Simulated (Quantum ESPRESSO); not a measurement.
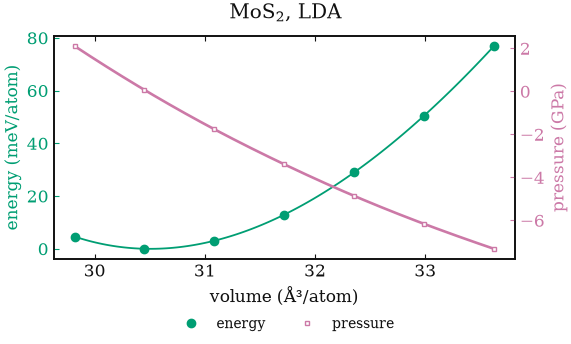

The figure shows the energy and pressure against volume for MoS₂, space group P-3m1 (No. 164).

Cell as given: a = 3.185 Å, b = 3.185 Å, c = 21.671 Å, α = 90.00°, β = 90.00°, γ = 120.00°; 6 atoms.

Calculation (Quantum ESPRESSO 7.5): plane-wave DFT, no spin polarisation; energies at scaled volumes of the given cell, shape and fractions fixed, counted from the fit's minimum, third-order Birch-Murnaghan fit. Level: LDA.

- k mesh: 10×10×2
- occupations: Fermi–Dirac
- smearing width: 0.05 eV
- potentials: GBRV 1.5 LDA
- wave cutoff: 612.3 eV
- density cutoff: 4898 eV

Q: How stiff is the solid, and where is its volume at rest?

A: A third-order Birch–Murnaghan fit gives V0 = 30.50 Å³/atom, B0 = 92.1 GPa and B′ = 4.4.

Q: How does the pressure vary with volume?

A: It falls from 2.11 GPa at volume 29.82 Å³/atom to −7.32 GPa at 33.62 Å³/atom, and changes sign near 30.48 Å³/atom.

Caveats: shape and atomic fractions are frozen while scaling, which makes layered, chain and framework solids too stiff.

The computed values:

```csv
volume (Å³/atom),energy (meV/atom),pressure (GPa)
29.82,4.64,2.11
30.45,0.03,0.07
31.09,3.08,-1.76
31.72,12.98,-3.39
32.36,29.01,-4.86
32.99,50.52,-6.16
33.62,76.92,-7.32
```
